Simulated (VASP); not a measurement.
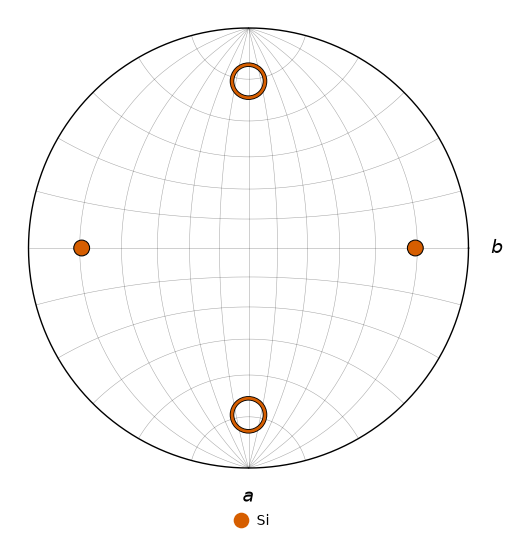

For Si, a cell listed in the Materials Project, as set up for an electronic-structure calculation: directions from one silicon atom at (0, 0, 1/2) to its bonded neighbours, in stereographic projection down c (filled: above the plane of the page or in it, open: below). Geometry calculated from the standardised cell; symmetry tolerance 0.002 Å.

Neighbours are counted up to 2.58 Å for Si.

```cif
data_structure
_symmetry_space_group_name_H-M 'P 1'
_symmetry_Int_Tables_number 1
_cell_length_a 4.7427
_cell_length_b 4.7427
_cell_length_c 2.6585
_cell_angle_alpha 90.000
_cell_angle_beta 90.000
_cell_angle_gamma 90.000
_cell_volume 59.80
loop_
_atom_site_label
_atom_site_type_symbol
_atom_site_fract_x
_atom_site_fract_y
_atom_site_fract_z
_atom_site_occupancy
Si1 Si 0.00000 0.00000 0.50000 1
Si2 Si 0.00000 0.50000 0.75000 1
Si3 Si 0.50000 0.50000 0.00000 1
Si4 Si 0.50000 0.00000 0.25000 1
```

How many neighbours are there, and at what angles?

4: 4 Si at 2.46 Å. Angles between bonds: 94° (4×), 149° (2×).

What is the site's symmetry in the crystal?

Point group -42m (D2d), order 8: one −4 axis, two twofold axes, two mirror planes. In I4_1/amd, No. 141, origin choice 1 this is Wyckoff position 4b.
